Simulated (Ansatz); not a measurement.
# Dielectric response of ZnO (10-10) films, part 2 of 7

How well do thin wurtzite ZnO (10-10) films screen a perpendicular field?

Ansatz 0.2.0; plane-wave DFT, PBE, Ansatz PAW (the session's first sound run).

So far, ionisation energy, upper face (eV): step 2 (relaxing the film, 12 atoms, units 3) 5.80.

**3. The relaxed film, single point, 12 atoms, units 3**

The film was relaxed beforehand; a single point on the relaxed positions gives its levels and potential.

input.yaml

```yaml
crystal:
  lattice:
    - [3.25, 0.0, 0.0]
    - [0.0, 5.21, 0.0]
    - [0.0, 0.0, 24.567359312]
  atoms:
    - { symbol: Zn, position: [0.0, 0.0308939366, 0.3780523845] }
    - { symbol: O, position: [0.0, 0.3799204796, 0.3619699911] }
    - { symbol: Zn, position: [0.5, 0.4945528507, 0.3964346098] }
    - { symbol: O, position: [0.5, 0.8738506438, 0.4045838472] }
    - { symbol: Zn, position: [0.5, -0.0068808937, 0.4847596598] }
    - { symbol: O, position: [0.5, 0.3736629822, 0.4779997182] }
    - { symbol: Zn, position: [0.0, 0.4931191061, 0.5152403402] }
    - { symbol: O, position: [0.0, 0.8736629822, 0.5220002814] }
    - { symbol: Zn, position: [0.0, -0.0054471492, 0.6035653903] }
    - { symbol: O, position: [0.0, 0.3738506442, 0.5954161528] }
    - { symbol: Zn, position: [0.5, 0.530893937, 0.6219476157] }
    - { symbol: O, position: [0.5, 0.8799204805, 0.638030009] }
kpoints:
  mp_grid: { grid: [8, 6, 1] }
hamiltonian:
  xc: pbe
scf:
  occupations: { method: fixed }
  convergence: { dr2_threshold: 1.0e-09 }
efield:
  axis: 3
  dipole_correction: true
  ramp_position: 0.97
  ramp_width: 0.06
output:
  eigenvalues: true
  write_potential: true
  write_density: true
  volumetric_format: npy
```

The run is started by

```bash
$ ansatz run input.yaml --threads 16 --pin off --max-ram 32768MiB --backend cpu --events-out ev --progress --plain --runs-dir out
```

Numbers of over 12 decimals in the logs are rounded to 6 here.

What it wrote:

```text
[...]
Crystal: 12 atoms, lattice volume = 415.987 Å³
Basis set: ecut = 420 eV, 8177 PW (Γ)
Bands: 66, of which v1, the nominal top of the filled ones, is band 54 counted from 1 (53 counted from 0)
Symmetry: 2 space group operations
k-points: 20 of 48 (time reversal used)
[...]
SCF iter   1: F=—  HF=-23319.182327 eV  |F-HF|=—  |Δ(HF+E_count)|=         —  Δρ=1.42e-3  dr2=9.86e-3  ethr=1.77e-3  p=0.000 e·Å  D=8.42e-10 V/Å  ΔV_dip=-0.00 eV  dr2_dipole=2.11e-8  V_vac-E_F(+/−)=5.65/5.65 eV  ⟨swp⟩=5.8  Hψ=5191  notcnv=0  defer=196
[...]
SCF iter   2: F=—  HF=-23319.185681 eV  |F-HF|=—  |Δ(HF+E_count)|=   3.35e-3  Δρ=6.04e-4  dr2=1.85e-3  ethr=9.13e-6  p=0.000 e·Å  D=2.06e-5 V/Å  ΔV_dip=-0.00 eV  dr2_dipole=1.21e-8  V_vac-E_F(+/−)=5.71/5.71 eV  ⟨swp⟩=3.2  Hψ=3105  notcnv=0  defer=200
density mixer auto → msr1: gapped (density of states about μ 0.11 of a free-electron gas's, 60 screened modes)
SCF iter   3: F=—  HF=-23319.185965 eV  |F-HF|=—  |Δ(HF+E_count)|=   2.84e-4  Δρ=3.90e-4  dr2=7.55e-4  ethr=1.72e-6  p=0.000 e·Å  D=4.05e-6 V/Å  ΔV_dip=-0.00 eV  dr2_dipole=4.33e-11  V_vac-E_F(+/−)=5.75/5.75 eV  ⟨swp⟩=2.0  Hψ=2213  notcnv=0  defer=200
[...]
SCF iter  11: F=-23319.186172 eV  HF=-23319.186172 eV  |F-HF|=3.17e-10  |Δ(HF+E_count)|=  4.40e-10  Δρ=1.75e-7  dr2=1.08e-10  ethr=1.00e-12  p=0.000 e·Å  D=6.23e-8 V/Å  ΔV_dip=-0.00 eV  dr2_dipole=3.51e-15  V_vac-E_F(+/−)=5.80/5.80 eV  ⟨swp⟩=17.8  Hψ=6499  notcnv=0
SCF 1 converged in 11 iterations: F = -23319.186172 eV  dr2 = 1.08e-10
[...]
SCF converged after 11 iterations
Free energy (F): -23319.186172 eV
[...]
Internal energy: -23319.186172 eV  (E = F + TS)
E sigma→0 (E₀):  -23319.186172 eV
Fermi energy:    -1.258782 eV
Dipole field:    D = 0.000000 V/Å  (p = 0.000000 e·Å, saw-weighted, corrected)
Work function:   Φ+ = 5.7961 eV   Φ− = 5.7961 eV
[...]
--- Band table (eV; the first three rows and the last of 20) ---
  k-point 0: bands = [... 50 lower, -1.7677, -1.6050, -1.3745, -1.2588, -0.2469, 0.8819, 2.3462, 3.7422, ... 8 higher]
  k-point 1: bands = [... 50 lower, -1.8000, -1.6589, -1.4479, -1.3278, 0.2043, 1.1244, 2.4346, 3.6486, ... 8 higher]
  k-point 2: bands = [... 50 lower, -1.7899, -1.6860, -1.6145, -1.5031, 1.0832, 1.7265, 2.7081, 3.1739, ... 8 higher]
  k-point 19: bands = [... 50 lower, -2.7732, -2.7732, -2.3283, -2.3283, 3.8451, 3.8451, 4.4346, 4.4346, ... 8 higher]
```

Run time: 6.9 s. Hardware: 16 threads of Arm Neoverse V1, shared host; peak memory 2.3 GiB.

Numbers from this step:

```yaml
dipole_along_the_normal: 1.61e-8 e·Å
```

Running mean over 2.815 Å of the planar mean; the ramp of the sawtooth is left out. Electron's electrostatic potential energy less the highest filled level against z:

| z (Å) | electron's electrostatic potential energy less the highest filled level (eV) |
| --- | --- |
| 4 | 5.80 |
| 5 | 5.80 |
| 6 | 5.78 |
| 7 | 5.39 |
| 8 | 1.60 |
| 9 | -2.94 |
| 10 | -3.82 |
| 11 | -3.75 |
| 12 | -3.61 |
| 13 | -3.51 |
| 14 | -3.95 |
| 15 | -3.58 |
| 16 | -1.41 |
| 17 | 3.73 |
| 18 | 5.70 |
| 19 | 5.79 |
| 20 | 5.80 |
| 21 | 5.80 |

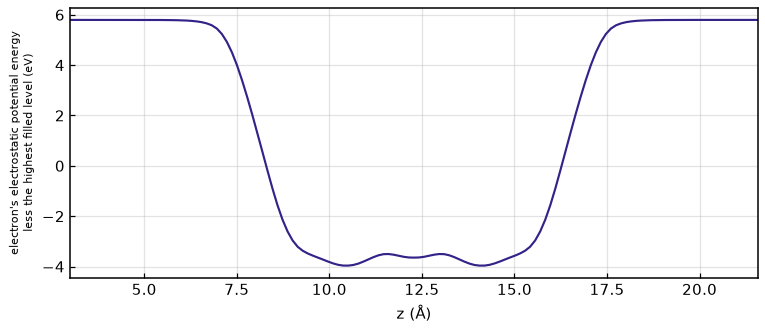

Electron's electrostatic potential energy less the highest filled level, plotted against z.

The gap is 1.01 eV, with the valence edge 5.80 eV and the conduction edge 4.78 eV under the upper vacuum level.

**4. Single point, 12 atoms, units 3, field 0.05 V/Å**

A sawtooth potential applies the field, turning back in the middle of the vacuum. With the dipole correction the typed value is the field outside the slab. The induced dipole is small, so the SCF threshold is tight.

Changes to input.yaml since step 3:

```diff
@@ -24,3 +24,3 @@
   occupations: { method: fixed }
-  convergence: { dr2_threshold: 1.0e-09 }
+  convergence: { dr2_threshold: 1.0e-10 }
 efield:
@@ -30,4 +30,4 @@
   ramp_width: 0.06
+  amplitude: 0.05
 output:
-  eigenvalues: true
   write_potential: true
```

What it wrote:

```text
[...]
Crystal: 12 atoms, lattice volume = 415.987 Å³
Basis set: ecut = 420 eV, 8177 PW (Γ)
Bands: 66, of which v1, the nominal top of the filled ones, is band 54 counted from 1 (53 counted from 0)
Symmetry: 2 space group operations
k-points: 20 of 48 (time reversal used)
[...]
SCF iter   1: F=—  HF=-23329.920225 eV  |F-HF|=—  |Δ(HF+E_count)|=         —  Δρ=8.99e-2  dr2=3.84e1  ethr=3.10e-3  p=0.039 e·Å  D=1.69e-2 V/Å  ΔV_dip=-0.42 eV  dr2_dipole=2.37e-4  V_vac-E_F(+/−)=8.52/7.82 eV  ⟨swp⟩=5.5  Hψ=4769  notcnv=0  defer=194
[...]
SCF iter  15: F=-23319.186987 eV  HF=-23319.186987 eV  |F-HF|=9.09e-11  |Δ(HF+E_count)|=  2.44e-10  Δρ=1.56e-7  dr2=4.74e-11  ethr=1.00e-12  p=0.033 e·Å  D=1.42e-2 V/Å  ΔV_dip=-0.35 eV  dr2_dipole=1.60e-14  V_vac-E_F(+/−)=6.16/5.39 eV  ⟨swp⟩=17.4  Hψ=6377  notcnv=0
SCF 1 converged in 15 iterations: F = -23319.186987 eV  dr2 = 4.74e-11
[...]
SCF converged after 15 iterations
[...]
Free energy (F): -23319.186987 eV
[...]
Internal energy: -23319.186987 eV  (E = F + TS)
E sigma→0 (E₀):  -23319.186987 eV
Fermi energy:    -1.253092 eV
Dipole field:    D = 0.014172 V/Å  (p = 0.032580 e·Å, saw-weighted, corrected)
Work function:   not extracted (applied field tilts the vacuum); planar V_es + V_field profile in the machine report
[...]
--- Band table (eV; the first three rows and the last of 20) ---
  k-point 0: bands = [... 50 lower, -1.7702, -1.6021, -1.3802, -1.2531, -0.2475, 0.8818, 2.3456, 3.7364, ... 8 higher]
  k-point 1: bands = [... 50 lower, -1.7992, -1.6560, -1.4534, -1.3223, 0.2035, 1.1244, 2.4341, 3.6470, ... 8 higher]
  k-point 2: bands = [... 50 lower, -1.7944, -1.6809, -1.6205, -1.4971, 1.0819, 1.7266, 2.7077, 3.1732, ... 8 higher]
  k-point 19: bands = [... 50 lower, -2.7807, -2.7633, -2.3604, -2.2963, 3.8194, 3.8692, 4.4191, 4.4480, ... 8 higher]
```

Elapsed: 8 s, on 16 threads; peak memory 2.3 GiB.

Numbers from this step:

```
gap on the k-mesh       : 1.006 eV
dipole along the normal : 0.03258 e·Å
```

The dipole is 0.0326 e·Å, and the gap on the mesh 1.006 eV.

**5. Atoms held, 12 atoms, units 3, field -0.05 V/Å**

Changes to input.yaml since step 4:

```diff
@@ -30,3 +30,3 @@
   ramp_width: 0.06
-  amplitude: 0.05
+  amplitude: -0.05
 output:
```

What it wrote:

```text
[...]
Crystal: 12 atoms, lattice volume = 415.987 Å³
Basis set: ecut = 420 eV, 8177 PW (Γ)
Bands: 66, of which v1, the nominal top of the filled ones, is band 54 counted from 1 (53 counted from 0)
Symmetry: 2 space group operations
k-points: 20 of 48 (time reversal used)
[...]
k-point 0: bands = [... 50 lower, -1.7702, -1.6021, -1.3802, -1.2531, -0.2475, 0.8818, 2.3456, 3.7364, ... 8 higher]
  k-point 1: bands = [... 50 lower, -1.7992, -1.6560, -1.4534, -1.3223, 0.2035, 1.1244, 2.4341, 3.6470, ... 8 higher]
  k-point 2: bands = [... 50 lower, -1.7944, -1.6809, -1.6205, -1.4971, 1.0819, 1.7266, 2.7077, 3.1732, ... 8 higher]
  k-point 19: bands = [... 50 lower, -2.7807, -2.7633, -2.3604, -2.2963, 3.8194, 3.8692, 4.4191, 4.4480, ... 8 higher]
[key lines of the parts left out:]
SCF converged after 15 iterations
Free energy (F): -23319.186987 eV
Fermi energy:    -1.253091 eV
Dipole field:    D = -0.014172 V/Å  (p = -0.032579 e·Å, saw-weighted, corrected)
```

The job ended after 8 s (16 threads; peak memory 2.3 GiB; 2 min of CPU time).

The dipole is -0.0326 e·Å, and the gap on the mesh 1.006 eV.

**6. Response with the atoms held, 12 atoms, units 3**

This step: plane-wave DFT, PBE, Ansatz PAW; response to a field along the normal, atoms held (Ansatz 0.2.0).

The two fields give this film's response with the atoms held: the electronic part.

Numbers from this step:

```yaml
equivalent_conductor_thickness_p_eps_0ae: 6.963 Å
distance_between_the_outer_atoms: 6.782 Å
thickness: 8.444 Å
```

Local field over the applied field, running mean. From the potentials at -0.05 and 0.05 V/Å; running mean over 2.815 Å, taken twice. Local field over applied field against z:

| z (Å) | local field over applied field |
| --- | --- |
| 4 | 0.999 |
| 6 | 0.949 |
| 8 | 0.592 |
| 10 | 0.236 |
| 12 | 0.197 |
| 14 | 0.206 |
| 16 | 0.456 |
| 18 | 0.887 |
| 20 | 0.997 |

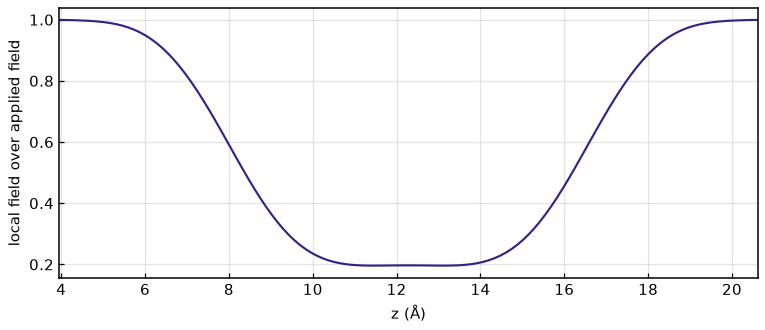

Local field over applied field against z.

The induced electron density oscillates, so the rows of the table below give means over windows of 2 Å about each position, cut where the curve ends. Its maxima inside the range that stand out by 2 % of the span (Å: e/Å³ per V/Å): 8.3: 0.00346, 9.0: 0.00199, 11.2: 9.3e-4, 11.9: 0.00144, 13.1: -7.1e-4, 14.7: 0.00152, 15.7: -0.00172. Its minima: 8.9: 0.00172, 9.8: -0.00152, 11.5: 7.1e-4, 12.7: -0.00144, 13.4: -9.3e-4, 15.6: -0.00199, 16.2: -0.00346.

Electrons, planar mean, per unit field. Induced electron density against z; means over each step:

| z (Å) | induced electron density (e/Å³ per V/Å) |
| --- | --- |
| 4 | 2.8e-6 |
| 6 | 1.4e-4 |
| 8 | 0.00214 |
| 10 | -3.2e-4 |
| 12 | 2.2e-4 |
| 14 | 3.8e-4 |
| 16 | -0.00213 |
| 18 | -4.3e-4 |
| 20 | -7.3e-6 |

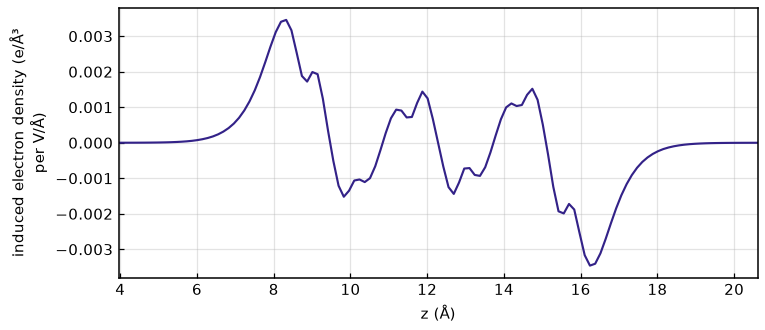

Induced electron density against z.

By hand: between -0.05 and 0.05 V/Å the dipole changes by 0.06516 e·Å, a slope of 0.6516 e·Å²/V. A perfect conductor of thickness t has p = ε₀AEt, so t = 180.95 × 0.6516 / 16.933 = 6.96 Å (e/ε₀ = 180.95 V·Å, A in Å²).

The induced dipole is that of a conductor 6.96 Å thick.

**7. Field on, atoms free, 12 atoms, field 0.05 V/Å**

This step: plane-wave DFT, PBE, Ansatz PAW (Ansatz 0.2.0).

Now the atoms may follow the field. A weak field makes forces of meV/Å to tens of meV/Å, so the force tolerance is set well below the usual one.

Changes to input.yaml since step 5:

```diff
@@ -30,3 +30,6 @@
   ramp_width: 0.06
-  amplitude: -0.05
+  amplitude: 0.05
+relax:
+  f_tol: 0.0006
+  max_steps: 70
 output:
```

What it wrote:

```text
[...]
Crystal: 12 atoms, lattice volume = 415.987 Å³
Basis set: ecut = 420 eV, 8177 PW (Γ), exchange–correlation on 48×72×360 points (8 copies of the dense FFT grid, shifted against one another)
Bands: 66, of which v1, the nominal top of the filled ones, is band 54 counted from 1 (53 counted from 0)
Symmetry: 2 space group operations
k-points: 20 of 48 (time reversal used)
[...]
SCF iter   1: F=—  HF=-23329.920397 eV  |F-HF|=—  |Δ(HF+E_count)|=         —  Δρ=8.99e-2  dr2=3.84e1  ethr=3.10e-3  p=0.039 e·Å  D=1.69e-2 V/Å  ΔV_dip=-0.42 eV  dr2_dipole=2.37e-4  V_vac-E_F(+/−)=8.52/7.82 eV  ⟨swp⟩=5.5  Hψ=4670  notcnv=0  defer=193
[...]
SCF iter  15: F=-23319.186614 eV  HF=-23319.186614 eV  |F-HF|=9.46e-11  |Δ(HF+E_count)|=  4.44e-10  Δρ=1.54e-7  dr2=4.58e-11  ethr=1.00e-12  p=0.033 e·Å  D=1.42e-2 V/Å  ΔV_dip=-0.35 eV  dr2_dipole=9.93e-15  V_vac-E_F(+/−)=6.16/5.39 eV  ⟨swp⟩=7.0  Hψ=7769  notcnv=0
SCF 1 converged in 15 iterations: F = -23319.186614 eV  dr2 = 4.58e-11
[...]
relax step   1: F+E_penalty+E_count = -23319.18661431 eV  Δ(F+E_penalty+E_count) = +0.000e0 eV  max|allowed force component| = 2.217e-2 eV/Å  Δτ_max = 0.0000 Å  (15 SCF iters, accepted)
[...]
SCF iter   9: F=-23319.186713 eV  HF=-23319.186713 eV  |F-HF|=1.64e-10  |Δ(HF+E_count)|=  1.16e-10  Δρ=6.04e-8  dr2=9.63e-12  ethr=1.00e-12  p=0.035 e·Å  D=1.53e-2 V/Å  ΔV_dip=-0.38 eV  dr2_dipole=1.96e-13  V_vac-E_F(+/−)=6.15/5.40 eV  ⟨swp⟩=6.2  Hψ=6777  notcnv=0
SCF 2 converged in 9 iterations: F = -23319.186713 eV  dr2 = 9.63e-12
[...]
relax step   2: F+E_penalty+E_count = -23319.18671260 eV  Δ(F+E_penalty+E_count) = -9.829e-5 eV  max|allowed force component| = 1.316e-2 eV/Å  Δτ_max = 0.0020 Å  (9 SCF iters, accepted)
SCF iter   1: F=—  HF=-23319.186737 eV  |F-HF|=—  |Δ(HF+E_count)|=         —  Δρ=9.87e-5  dr2=7.65e-5  ethr=4.47e-7  p=0.035 e·Å  D=1.53e-2 V/Å  ΔV_dip=-0.38 eV  dr2_dipole=3.03e-5  V_vac-E_F(+/−)=6.15/5.40 eV  ⟨swp⟩=2.2  Hψ=2769  notcnv=0  defer=200
[...]
SCF iter   9: F=-23319.186756 eV  HF=-23319.186756 eV  |F-HF|=5.09e-11  |Δ(HF+E_count)|=  1.82e-11  Δρ=6.06e-8  dr2=1.22e-11  ethr=1.00e-12  p=0.038 e·Å  D=1.66e-2 V/Å  ΔV_dip=-0.41 eV  dr2_dipole=5.16e-13  V_vac-E_F(+/−)=6.13/5.42 eV  ⟨swp⟩=6.2  Hψ=6766  notcnv=0
SCF 3 converged in 9 iterations: F = -23319.186756 eV  dr2 = 1.22e-11
relax step   3: F+E_penalty+E_count = -23319.18675565 eV  Δ(F+E_penalty+E_count) = -4.304e-5 eV  max|allowed force component| = 1.208e-3 eV/Å  Δτ_max = 0.0016 Å  (9 SCF iters, accepted)
SCF iter   1: F=—  HF=-23319.186711 eV  |F-HF|=—  |Δ(HF+E_count)|=         —  Δρ=1.06e-5  dr2=3.52e-7  ethr=9.22e-9  p=0.038 e·Å  D=1.66e-2 V/Å  ΔV_dip=-0.41 eV  dr2_dipole=5.83e-9  V_vac-E_F(+/−)=6.13/5.42 eV  ⟨swp⟩=2.0  Hψ=2720  notcnv=0  defer=138
[...]
SCF iter   6: F=-23319.186756 eV  HF=-23319.186756 eV  |F-HF|=2.91e-11  |Δ(HF+E_count)|=  1.16e-10  Δρ=9.71e-8  dr2=2.61e-11  ethr=1.00e-12  p=0.038 e·Å  D=1.66e-2 V/Å  ΔV_dip=-0.41 eV  dr2_dipole=1.73e-14  V_vac-E_F(+/−)=6.13/5.42 eV  ⟨swp⟩=6.9  Hψ=7279  notcnv=0
SCF 4 converged in 6 iterations: F = -23319.186756 eV  dr2 = 2.61e-11
relax step   4: F+E_penalty+E_count = -23319.18675594 eV  Δ(F+E_penalty+E_count) = -2.958e-7 eV  max|allowed force component| = 3.392e-4 eV/Å  Δτ_max = 0.0001 Å  (6 SCF iters, accepted)
NSCF: frozen V_eff on 20 k-points
[...]
SCF converged after 6 iterations
[...]
Free energy (F): -23319.186756 eV
[...]
Internal energy: -23319.186756 eV  (E = F + TS)
E sigma→0 (E₀):  -23319.186756 eV
Fermi energy:    -1.258064 eV
Dipole field:    D = 0.016639 V/Å  (p = 0.038252 e·Å, saw-weighted, corrected)
Work function:   not extracted (applied field tilts the vacuum); planar V_es + V_field profile in the machine report
[...]
--- Forces (eV/Å), atoms counted from 1 ---
  atom   1  Zn    -0.00000000     0.00005481    -0.00021115
  atom   2  O     -0.00000000    -0.00010694    -0.00016932
  atom   3  Zn    -0.00000000     0.00007862     0.00033743
  atom   4  O      0.00000000    -0.00008641     0.00009355
  atom   5  Zn    -0.00000000    -0.00014150    -0.00005893
  atom   6  O      0.00000000     0.00007216     0.00000158
  atom   7  Zn    -0.00000000     0.00024739    -0.00005401
  atom   8  O      0.00000000    -0.00016753    -0.00000495
  atom   9  Zn    -0.00000000    -0.00003796     0.00033924
  atom  10  O      0.00000000     0.00005209     0.00011026
  atom  11  Zn    -0.00000000    -0.00005017    -0.00020690
  atom  12  O     -0.00000000     0.00008446    -0.00017652
  max |Σ_I F_I| component: 9.81e-7 eV/Å
--- Band table (eV; the first three rows and the last of 20) ---
  k-point 0: bands = [... 50 lower, -1.7681, -1.6045, -1.3754, -1.2581, -0.2472, 0.8815, 2.3453, 3.7374, ... 8 higher]
  k-point 1: bands = [... 50 lower, -1.8000, -1.6584, -1.4488, -1.3271, 0.2040, 1.1240, 2.4337, 3.6472, ... 8 higher]
  k-point 2: bands = [... 50 lower, -1.7911, -1.6850, -1.6155, -1.5023, 1.0829, 1.7261, 2.7074, 3.1736, ... 8 higher]
  k-point 19: bands = [... 50 lower, -2.7776, -2.7688, -2.3472, -2.3093, 3.8394, 3.8501, 4.4275, 4.4410, ... 8 higher]
--- Relaxed structure (4 steps of the walk, 4 accepted, 0 SCFs on fresh bases) ---
  F+E_penalty+E_count = -23319.18675594 eV   max|allowed force component| = 3.392e-4 eV/Å
  atoms:
    - { symbol: Zn, position: [0, 0.031307, 0.378157] }
    - { symbol: O, position: [0, 0.380176, 0.361873] }
    - { symbol: Zn, position: [0.5, 0.494722, 0.396452] }
    - { symbol: O, position: [0.5, 0.874018, 0.404563] }
    - { symbol: Zn, position: [0.5, -0.0068161, 0.484803] }
    - { symbol: O, position: [0.5, 0.373716, 0.477950] }
    - { symbol: Zn, position: [0, 0.493066, 0.515284] }
    - { symbol: O, position: [0, 0.873603, 0.521949] }
    - { symbol: Zn, position: [0, -0.00561136, 0.603582] }
    - { symbol: O, position: [0, 0.373686, 0.595397] }
    - { symbol: Zn, position: [0.5, 0.530475, 0.622057] }
    - { symbol: O, position: [0.5, 0.879658, 0.637933] }
```

Wall time 19 s (16 threads); peak memory 2.4 GiB.

No atom moved by 0.005 Å in the relaxation.

This step gave:

| Property | Result |
| --- | --- |
| gap on the k-mesh | 1.011 eV |
| dipole along the normal | 0.03825 e·Å |

The relaxation took 4 steps and lowered the energy by 1.4e-4 eV; the largest force on the free atoms ends at 3.4e-4 eV/Å.

The dipole is 0.0383 e·Å, and the gap on the mesh 1.011 eV.

**8. Field on, atoms free, 12 atoms, field -0.05 V/Å**

The opposite sign, again from the field-free geometry; the difference of the two cancels what relaxes without a field.

Changes to input.yaml since step 7:

```diff
@@ -30,3 +30,3 @@
   ramp_width: 0.06
-  amplitude: 0.05
+  amplitude: -0.05
 relax:
```

What it wrote:

```text
[...]
Crystal: 12 atoms, lattice volume = 415.987 Å³
Basis set: ecut = 420 eV, 8177 PW (Γ), exchange–correlation on 48×72×360 points (8 copies of the dense FFT grid, shifted against one another)
Bands: 66, of which v1, the nominal top of the filled ones, is band 54 counted from 1 (53 counted from 0)
Symmetry: 2 space group operations
k-points: 20 of 48 (time reversal used)
[...]
- { symbol: O, position: [0.5, 0.873686, 0.404603] }
    - { symbol: Zn, position: [0.5, -0.00693396, 0.484716] }
    - { symbol: O, position: [0.5, 0.373603, 0.478051] }
    - { symbol: Zn, position: [0, 0.493184, 0.515197] }
    - { symbol: O, position: [0, 0.873716, 0.522050] }
    - { symbol: Zn, position: [0, -0.00527807, 0.603548] }
    - { symbol: O, position: [0, 0.374018, 0.595437] }
    - { symbol: Zn, position: [0.5, 0.531307, 0.621843] }
    - { symbol: O, position: [0.5, 0.880176, 0.638127] }
[key lines of the parts left out:]
SCF converged after 6 iterations
Free energy (F): -23319.186756 eV
Fermi energy:    -1.258064 eV
Dipole field:    D = -0.016639 V/Å  (p = -0.038252 e·Å, saw-weighted, corrected)
```

It took 19 s on 16 threads; peak memory 2.4 GiB; 4.8 min of CPU time.

No atom moved by 0.005 Å in the relaxation.

The relaxation took 4 steps and lowered the energy by 1.4e-4 eV; the largest force on the free atoms ends at 3.4e-4 eV/Å.

The dipole is -0.0383 e·Å, and the gap on the mesh 1.011 eV.

[end of part 2 of 7]

[Logs are printed without paths, hosts, clocks, repeated set-up lines and the standing remarks that a program may print on its own settings, such as how far it seeks lower states.]

[Hosts, paths, dates, database ids (printed as entryN), source tags and the programs' standing remarks are cut or masked in the printed files.]

[Maps of the electrostatic potential energy from Ansatz leave out the sawtooth potential of an applied field or a dipole correction, so their vacuum need not be flat; planar profiles and work functions include it.]
